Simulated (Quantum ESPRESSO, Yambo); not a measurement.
# Excitons of GaN (honeycomb monolayer): kernels and approximations, part 2 of 4

Wanted: excitons and ε₂ of GaN (honeycomb monolayer), with cost.

Quantum ESPRESSO 7.5 and Yambo 5.3.0; PBE and many-body steps on it, plane waves. Known limits of the many-body steps: not at the basis limit; exchange with frozen shells missing; no spin-orbit coupling; bindings not settled in the k mesh.

So far. Step 4 (Screening and self-energy, 9×9×1 mesh, 67 bands …): The gap on the mesh goes from 2.17 eV to 3.89 eV, a correction of +1.72 eV. Step 5 (Excitons): The lowest state lies at 2.550 eV, 1.368 eV under the direct gap.

## 6. Levels from G0W0

This step: Bethe-Salpeter equation on PBE with G0W0 levels, plane waves, norm-conserving pseudopotentials.

Contents of bse3.in:

```
optics
bss
bse
em1s
dipoles
rim_cut
rim_w
RandQpts= 3000000
RandGvec= 100 RL
CUTGeo= "slab z"
RandGvecW= 9 RL
Chimod= "HARTREE"
BSKmod= "SEX"
BSEmod= "resonant"
BSSmod= "d"
BSENGexx= 30 Ry
BSENGBlk= 6 Ry
% BSEQptR
 1 | 1 |
%
% BSEBands
 7 | 10 |
%
% BEnRange
 0 | 7 | eV
%
% BDmRange
 0.1 | 0.1 | eV
%
BEnSteps= 141
% BLongDir
 1 | 0 | 0 |
%
% BndsRnXs
 1 | 36 |
%
NGsBlkXs= 6 Ry
% LongDrXs
 1 | 1 | 0 |
%
KfnQPdb= "E < ./gw1/ndb.QP"
WRbsWF
```

Started as:

```bash
$ OMP_NUM_THREADS=1 mpirun -n 8 yambo -F bse3.in -J bse3,bse2_W -C bse3 > bse3.log
```

What it wrote:

```text
 Yambo, version 5.3.0

 [02] CORE Variables Setup
 =========================

  [... cell, symmetries and grids as in the set-up ...]

  [02.05] Energies & Occupations
  ==============================

  [X] === General ===
  [X] Electronic Temperature                        :  0.000000  0.000000 [eV K]
  [X] Bosonic    Temperature                        :  0.000000  0.000000 [eV K]
  [X] Finite Temperature mode                       : no
  [X] El. density                                   :  0.14382E+24 [cm-3]
  [X] Fermi Level                                   : -2.450325 [eV]

  [X] === Gaps and Widths ===
  [X] Conduction Band Min                           :  2.174299 [eV]
  [X] Valence Band Max                              :  0.000000 [eV]
  [X] Filled Bands                                  :   9
  [X] Empty Bands                                   :   10   67
  [X] Direct Gap                                    :  2.507032 [eV]
  [X] Direct Gap localized at k                     :  1
  [X] Indirect Gap                                  :  2.174299 [eV]
  [X] Indirect Gap between kpts                     :  12   1
  [X] Last valence band width                       :  1.345554 [eV]
  [X] 1st conduction band width                     :  3.094316 [eV]

 [03] Transferred momenta grid and indexing
 ==========================================

 IBZ Q-points                                      :  12
 BZ  Q-points                                      :   81

 K/Q-points units:
 rlu = crystal or reduced units; cc = cartesian coordinates; iku = interal k-units

 Q [ 1]         [rlu]:  0.000000  0.000000  0.000000
 Q [ 2]         [rlu]: -0.34085E-17  0.11111       0.0000
 Q [ 3]         [rlu]: -0.68169E-17  0.22222       0.0000
[...]
BSE dipoles :      0.0055s P5 [MAX]      0.0054s P6 [min]
                              io_DIPOLES :      0.0080s P1 ( 6 calls,   1.328 msec avg) [MAX]      0.0078s P7 ( 6 calls,   1.306 msec avg) [min]
                                   io_BS :      0.0127s P2 (54 calls,   0.236 msec avg) [MAX]      0.0120s P7 (51 calls,   0.236 msec avg) [min]
                                 io_GROT :      0.0133s P8 ( 2 calls,   6.657 msec avg) [MAX]      0.0126s P3 ( 2 calls,   6.302 msec avg) [min]
      PARALLEL_HERMITIAN_diagonalization :      0.0316s P1 [MAX]      0.0313s P7 [min]
                          LINEAR ALGEBRA :      0.0344s P7 [MAX]      0.0343s P1 [min]
                            Diago Solver :      0.0491s P1 [MAX]      0.0407s P3 [min]
                                    io_X :      0.0446s P7 (32 calls,   1.393 msec avg) [MAX]      0.0438s P6 (32 calls,   1.368 msec avg) [min]
                             io_fragment :      0.0480s P1 (55 calls,   0.872 msec avg) [MAX]      0.0446s P5 (53 calls,   0.841 msec avg) [min]
                                   io_WF :      0.0548s P1 (63 calls,   0.870 msec avg) [MAX]      0.0494s P5 (59 calls,   0.837 msec avg) [min]
                             WF_load_FFT :      0.0713s P1 (18 calls,   3.959 msec avg) [MAX]      0.0651s P5 (17 calls,   3.831 msec avg) [min]
                               FFT_setup :      0.0722s P4 (19 calls,   3.798 msec avg) [MAX]      0.0678s P8 (18 calls,   3.767 msec avg) [min]
                        T_space EXX Osc. :      0.1484s P1 (17 calls,   8.727 msec avg) [MAX]      0.1379s P8 (16 calls,   8.616 msec avg) [min]
                    X T_space Kernel sum :      0.3155s P5 (72 calls,   4.382 msec avg) [MAX]      0.1514s P8 (72 calls,   2.103 msec avg) [min]
                       T_space CORR Osc. :      0.5128s P4 (39 calls,  13.149 msec avg) [MAX]      0.3972s P2 (39 calls,  10.185 msec avg) [min]
                        X T_space Kernel :      1.0134s P5 [MAX]      0.7883s P2 [min]

 [12] Game Over & Game summary
[key lines of the parts left out:]
Dipoles :      0.0025s P1 [MAX]      0.0024s P2 [min]
```

Run time: 1.9 s. Hardware: 8 MPI ranks of Arm Neoverse V2, shared host; peak memory 0.3 GiB; 15 s of CPU time.

This step gave:

```yaml
transitions_in_the_window: 243
direct_gap_of_the_transition_levels: 3.918 eV
lowest_state: 2.578 eV
first_strong_exciton_over_a_fiftieth_of_the_strongest_listed: 2.578 eV
binding_of_the_lowest_state_below_the_direct_gap: 1.340 eV
```

The lowest state lies at 2.578 eV, 1.340 eV under the direct gap.

The Im polarisability of the sheet has structure finer than the step of the table below, so its rows give means over 0.5 eV, whole bins alone (the curve runs from 0 to 7 eV). Peaks (eV: height): BSE 2.60: 7.61, 3.65: 5.90, 4.45: 14.4; no electron-hole interaction 3.90: 3.77, 5.05: 5.13, 6.70: 9.73.

Sheet polarisability (bohr); field along x; broadening 0.1 eV; transition window only. Limits: finite bands, cutoff and mesh; exchange with frozen shells missing; no spin-orbit coupling; exciton not shown settled in the k mesh. Im polarisability of the sheet against photon energy; means over each step:

```csv
photon energy (eV),BSE,no electron-hole interaction
0.5,0.0367,0.0122
1.0,0.0565,0.0152
1.5,0.105,0.0197
2.0,0.327,0.0270
2.5,3.71,0.0409
3.0,0.842,0.0778
3.5,2.64,0.345
4.0,1.88,1.84
4.5,7.14,0.379
5.0,1.87,2.47
5.5,1.23,0.525
6.0,0.523,0.842
6.5,0.408,5.21
```

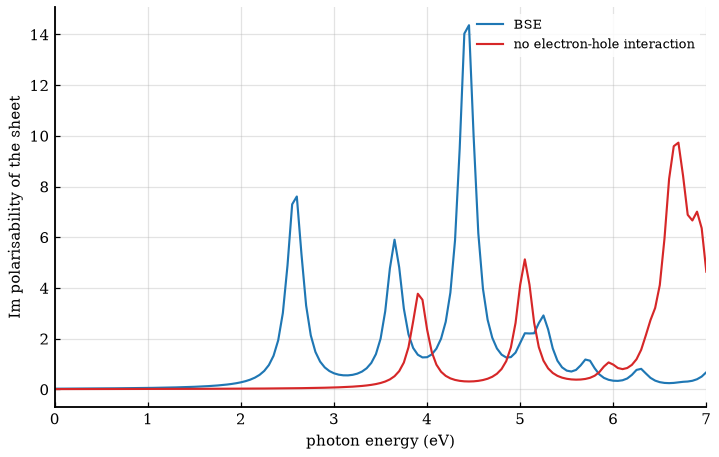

Im polarisability of the sheet, plotted against photon energy.

## 7. Triplet (no exchange term)

This step: Bethe-Salpeter equation on PBE with a scissors shift, plane waves, norm-conserving pseudopotentials.

bse4.in, as its differences from bse3.in of step 6:

```diff
@@ -15,3 +15,3 @@
 BSSmod= "d"
-BSENGexx= 30 Ry
+BSENGexx= 1 RL
 BSENGBlk= 6 Ry
@@ -40,3 +40,5 @@
 %
-KfnQPdb= "E < ./gw1/ndb.QP"
+% KfnQP_E
+ 1.411 | 1.0 | 1.0 |
+%
 WRbsWF
```

Started as:

```bash
$ OMP_NUM_THREADS=1 mpirun -n 8 yambo -F bse4.in -J bse4,bse2_W -C bse4 > bse4.log
```

What it wrote:

```text
 Yambo, version 5.3.0

 [02] CORE Variables Setup
 =========================

  [... cell, symmetries and grids as in the set-up ...]

  [02.05] Energies & Occupations
  ==============================

  [X] === General ===
  [X] Electronic Temperature                        :  0.000000  0.000000 [eV K]
  [X] Bosonic    Temperature                        :  0.000000  0.000000 [eV K]
  [X] Finite Temperature mode                       : no
  [X] El. density                                   :  0.14382E+24 [cm-3]
  [X] Fermi Level                                   : -2.450325 [eV]

  [X] === Gaps and Widths ===
  [X] Conduction Band Min                           :  2.174299 [eV]
  [X] Valence Band Max                              :  0.000000 [eV]
  [X] Filled Bands                                  :   9
  [X] Empty Bands                                   :   10   67
  [X] Direct Gap                                    :  2.507032 [eV]
  [X] Direct Gap localized at k                     :  1
  [X] Indirect Gap                                  :  2.174299 [eV]
  [X] Indirect Gap between kpts                     :  12   1
  [X] Last valence band width                       :  1.345554 [eV]
  [X] 1st conduction band width                     :  3.094316 [eV]

 [03] Transferred momenta grid and indexing
 ==========================================

 IBZ Q-points                                      :  12
 BZ  Q-points                                      :   81

 K/Q-points units:
 rlu = crystal or reduced units; cc = cartesian coordinates; iku = interal k-units

 Q [ 1]         [rlu]:  0.000000  0.000000  0.000000
 Q [ 2]         [rlu]: -0.34085E-17  0.11111       0.0000
 Q [ 3]         [rlu]: -0.68169E-17  0.22222       0.0000
[...]
io_COL_CUT :      0.0055s P4 ( 3 calls,   1.835 msec avg) [MAX]      0.0054s P5 ( 3 calls,   1.808 msec avg) [min]
                              io_DIPOLES :      0.0075s P7 ( 6 calls,   1.251 msec avg) [MAX]      0.0073s P5 ( 6 calls,   1.222 msec avg) [min]
                                 io_GROT :      0.0131s P8 ( 2 calls,   6.539 msec avg) [MAX]      0.0125s P7 ( 2 calls,   6.236 msec avg) [min]
                                   io_BS :      0.0134s P7 (51 calls,   0.263 msec avg) [MAX]      0.0125s P5 (51 calls,   0.245 msec avg) [min]
      PARALLEL_HERMITIAN_diagonalization :      0.0313s P1 [MAX]      0.0310s P7 [min]
                          LINEAR ALGEBRA :      0.0341s P8 [MAX]      0.0340s P1 [min]
                            Diago Solver :      0.0485s P1 [MAX]      0.0403s P6 [min]
                             io_fragment :      0.0445s P4 (55 calls,   0.809 msec avg) [MAX]      0.0425s P2 (55 calls,   0.773 msec avg) [min]
                                    io_X :      0.0438s P6 (32 calls,   1.370 msec avg) [MAX]      0.0432s P1 (32 calls,   1.352 msec avg) [min]
                                   io_WF :      0.0508s P3 (63 calls,   0.807 msec avg) [MAX]      0.0475s P7 (59 calls,   0.805 msec avg) [min]
                             WF_load_FFT :      0.0688s P3 (18 calls,   3.824 msec avg) [MAX]      0.0643s P7 (17 calls,   3.784 msec avg) [min]
                               FFT_setup :      0.0735s P2 (19 calls,   3.869 msec avg) [MAX]      0.0685s P6 (18 calls,   3.804 msec avg) [min]
                    X T_space Kernel sum :      0.2748s P5 (72 calls,   3.817 msec avg) [MAX]      0.1360s P8 (72 calls,   1.889 msec avg) [min]
                        T_space EXX Osc. :      0.1485s P3 (17 calls,   8.735 msec avg) [MAX]      0.1391s P7 (16 calls,   8.692 msec avg) [min]
                       T_space CORR Osc. :      0.5237s P4 (39 calls,  13.429 msec avg) [MAX]      0.4096s P2 (39 calls,  10.502 msec avg) [min]
                        X T_space Kernel :      0.9900s P5 [MAX]      0.7643s P2 [min]

 [12] Game Over & Game summary
[key lines of the parts left out:]
Dipoles :      0.0026s P1 [MAX]      0.0026s P3 [min]
```

Run time: 1.9 s. Hardware: 8 MPI ranks; peak memory 0.3 GiB.

The lowest triplet lies at 2.479 eV; without spin-orbit coupling triplets are dark, so no spectrum is read.

## 8. Beyond Tamm-Dancoff

bse5.in, as its differences from bse4.in of step 7:

```diff
@@ -13,5 +13,5 @@
 BSKmod= "SEX"
-BSEmod= "resonant"
+BSEmod= "coupling"
 BSSmod= "d"
-BSENGexx= 1 RL
+BSENGexx= 30 Ry
 BSENGBlk= 6 Ry
```

Started as:

```bash
$ OMP_NUM_THREADS=1 mpirun -n 8 yambo -F bse5.in -J bse5,bse2_W -C bse5 > bse5.log
```

What it wrote:

```text
 Yambo, version 5.3.0

 [02] CORE Variables Setup
 =========================

  [... cell, symmetries and grids as in the set-up ...]

  [02.05] Energies & Occupations
  ==============================

  [X] === General ===
  [X] Electronic Temperature                        :  0.000000  0.000000 [eV K]
  [X] Bosonic    Temperature                        :  0.000000  0.000000 [eV K]
  [X] Finite Temperature mode                       : no
  [X] El. density                                   :  0.14382E+24 [cm-3]
[...]
T_space CORR Osc. :      0.5307s P4 ( 39 calls,  13.608 msec avg) [MAX]      0.4124s P2 ( 39 calls,  10.575 msec avg) [min]
       SERIAL_diagonalization :      0.5120s P8 [MAX]      0.5086s P5 [min]
               LINEAR ALGEBRA :      0.5586s P8 (  2 calls, 279.279 msec avg) [MAX]      0.5546s P5 (  2 calls, 277.303 msec avg) [min]
                 Diago Solver :      0.6157s P1 [MAX]      0.6056s P8 [min]
             X T_space Kernel :      1.0963s P5 [MAX]      0.8709s P2 [min]

 [12] Game Over & Game summary
[key lines of the parts left out:]
Dipoles :      0.0026s P1 [MAX]      0.0026s P5 [min]
```

It took 2.6 s on 8 MPI ranks; peak memory 2.2 GiB.

This step gave:

```yaml
transitions_in_the_window: 243
direct_gap_of_the_transition_levels: 3.918 eV
lowest_state: 2.551 eV
first_strong_exciton_over_a_fiftieth_of_the_strongest_listed: 2.551 eV
binding_of_the_lowest_state_below_the_direct_gap: 1.367 eV
```

The lowest state lies at 2.551 eV, 1.367 eV under the direct gap.

The Im polarisability of the sheet has structure finer than the step of the table below, so its rows give means over 0.25 eV, whole bins alone (the curve runs from 0 to 7 eV). Peaks (eV: height): BSE 2.550: 8.56, 3.450: 4.94, 4.300: 14.7, 6.500: 2.87; no electron-hole interaction 3.900: 3.78, 4.850: 4.96, 6.650: 10.2.

Sheet polarisability (bohr); field along x; broadening 0.1 eV; transition window only. Limits: finite bands, cutoff and mesh; exchange with frozen shells missing; no spin-orbit coupling; exciton not shown settled in the k mesh. Table of Im polarisability of the sheet by photon energy; means over each step:

```csv
photon energy (eV),BSE,no electron-hole interaction
0.25,0.00875,0.00198
0.50,0.0183,0.00401
0.75,0.0297,0.00618
1.00,0.0445,0.00855
1.25,0.0659,0.0112
1.50,0.100,0.0144
1.75,0.166,0.0182
2.00,0.331,0.0230
2.25,1.05,0.0293
2.50,5.65,0.0383
2.75,2.44,0.0519
3.00,0.763,0.0754
3.25,1.41,0.125
3.50,3.59,0.278
3.75,1.23,1.38
4.00,1.94,2.38
4.25,9.94,0.545
4.50,5.48,0.558
4.75,2.25,2.59
5.00,1.62,2.43
5.25,0.867,0.560
5.50,0.493,0.645
5.75,0.369,0.736
6.00,0.405,1.06
6.25,0.588,3.05
6.50,2.08,8.10
6.75,0.703,6.75
```

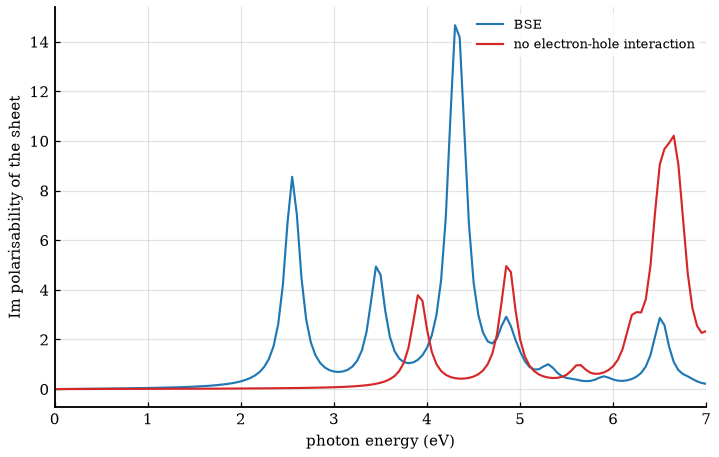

Im polarisability of the sheet against photon energy.

## 9. Finite momentum (q 2)

bse6.in, as its differences from bse5.in of step 8:

```diff
@@ -13,3 +13,3 @@
 BSKmod= "SEX"
-BSEmod= "coupling"
+BSEmod= "resonant"
 BSSmod= "d"
@@ -18,6 +18,6 @@
 % BSEQptR
- 1 | 1 |
+ 2 | 2 |
 %
 % BSEBands
- 7 | 10 |
+ 8 | 10 |
 %
```

Started as:

```bash
$ OMP_NUM_THREADS=1 mpirun -n 8 yambo -F bse6.in -J bse6,bse2_W -C bse6 > bse6.log
```

What it wrote:

```text
 Yambo, version 5.3.0

 [02] CORE Variables Setup
 =========================

  [... cell, symmetries and grids as in the set-up ...]

  [02.05] Energies & Occupations
  ==============================

  [X] === General ===
  [X] Electronic Temperature                        :  0.000000  0.000000 [eV K]
  [X] Bosonic    Temperature                        :  0.000000  0.000000 [eV K]
  [X] Finite Temperature mode                       : no
  [X] El. density                                   :  0.14382E+24 [cm-3]
[...]
X T_space Kernel sum :      0.1406s P5 (72 calls,   1.953 msec avg) [MAX]      0.0692s P8 (72 calls,   0.961 msec avg) [min]
                             WF_load_FFT :      0.0836s P7 ( 3 calls,  27.867 msec avg) [MAX]      0.0815s P3 ( 3 calls,  27.182 msec avg) [min]
                       T_space CORR Osc. :      0.6593s P5 (36 calls,  18.313 msec avg) [MAX]      0.3762s P8 (36 calls,  10.449 msec avg) [min]
                        X T_space Kernel :      0.9434s P5 [MAX]      0.6014s P8 [min]

 [12] Game Over & Game summary
[key lines of the parts left out:]
Dipoles :      0.0026s P1 [MAX]      0.0025s P2 [min]
```

Wall time 1.9 s (8 MPI ranks); peak memory 0.3 GiB; 14 s of CPU time.

This step gave:

| Quantity | Value |
| --- | --- |
| transitions in the window | 162 |
| lowest state | 2.775 eV |
| first strong exciton (over a fiftieth of the strongest listed) | 3.322 eV |

The lowest state lies at 2.775 eV.

## 10. Finite momentum (q 3)

bse7.in, as its differences from bse6.in of step 9:

```diff
@@ -18,3 +18,3 @@
 % BSEQptR
- 2 | 2 |
+ 3 | 3 |
 %
```

Started as:

```bash
$ OMP_NUM_THREADS=1 mpirun -n 8 yambo -F bse7.in -J bse7,bse2_W -C bse7 > bse7.log
```

What it wrote:

```text
 Yambo, version 5.3.0

 [02] CORE Variables Setup
 =========================

  [... cell, symmetries and grids as in the set-up ...]

  [02.05] Energies & Occupations
  ==============================

  [X] === General ===
  [X] Electronic Temperature                        :  0.000000  0.000000 [eV K]
  [X] Bosonic    Temperature                        :  0.000000  0.000000 [eV K]
  [X] Finite Temperature mode                       : no
  [X] El. density                                   :  0.14382E+24 [cm-3]
[...]
X T_space Kernel sum :      0.1510s P5 (72 calls,   2.097 msec avg) [MAX]      0.0756s P8 (72 calls,   1.050 msec avg) [min]
                             WF_load_FFT :      0.0867s P1 ( 3 calls,  28.891 msec avg) [MAX]      0.0837s P4 ( 3 calls,  27.906 msec avg) [min]
                       T_space CORR Osc. :      0.6232s P5 (36 calls,  17.311 msec avg) [MAX]      0.4188s P8 (36 calls,  11.634 msec avg) [min]
                        X T_space Kernel :      0.9244s P5 [MAX]      0.6564s P8 [min]

 [12] Game Over & Game summary
[key lines of the parts left out:]
Dipoles :      0.0027s P1 [MAX]      0.0026s P3 [min]
```

The job ended after 1.9 s (8 MPI ranks; peak memory 0.3 GiB; 14 s of CPU time).

Numbers from this step:

- transitions in the window: 162
- lowest state: 3.243 eV
- first strong exciton (over a fiftieth of the strongest listed): 4.134 eV

The lowest state lies at 3.243 eV.

The Im polarisability of the sheet has structure finer than the step of the table below, so its rows give means over 0.5 eV, whole bins alone (the curve runs from 0 to 7 eV). Peaks (eV: height): BSE 5.95: 1.22, 6.45: 2.30, 6.80: 2.15; no electron-hole interaction 5.70: 0.816.

Sheet polarisability (bohr); longitudinal response along q; broadening 0.1 eV; transition window only; momentum transfer q number 3. Limits: finite bands, cutoff and mesh; exchange with frozen shells missing; no spin-orbit coupling; exciton not shown settled in the k mesh. Im polarisability of the sheet against photon energy; means over each step:

```csv
photon energy (eV),BSE,no electron-hole interaction
0.5,0.00505,0.00384
1.0,0.00600,0.00444
1.5,0.00727,0.00521
2.0,0.00903,0.00620
2.5,0.0116,0.00753
3.0,0.0159,0.00938
3.5,0.0250,0.0121
4.0,0.101,0.0166
4.5,0.117,0.0253
5.0,0.492,0.0577
5.5,0.606,0.393
6.0,1.07,0.306
6.5,1.85,0.526
```

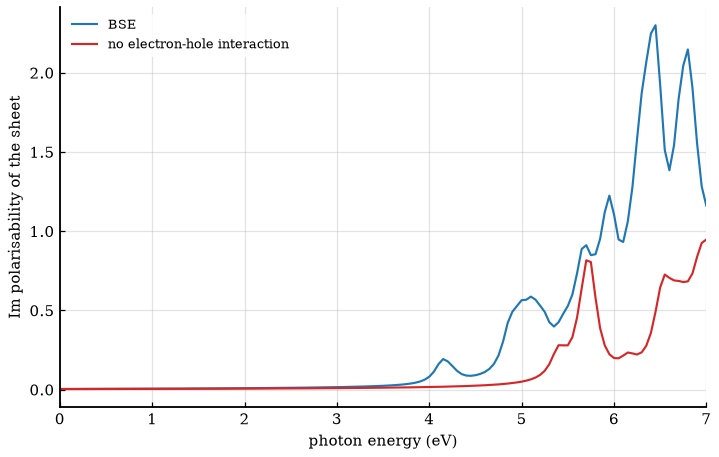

Im polarisability of the sheet against photon energy.

(Part 2 of 4 ends here.)

[Paths, hosts, dates, memory and timing lines, banners, echoed tables and standing remarks are left out of the program output.]

[Logs are printed without paths, hosts, clocks, repeated set-up lines and the standing remarks that a program may print on its own settings, such as how far it seeks lower states.]

[Runs of the session that timed out or met a known fault of the program may be left out.]

[Hosts, paths, dates, database ids (printed as entryN), source tags and the programs' standing remarks are cut or masked in the printed files.]
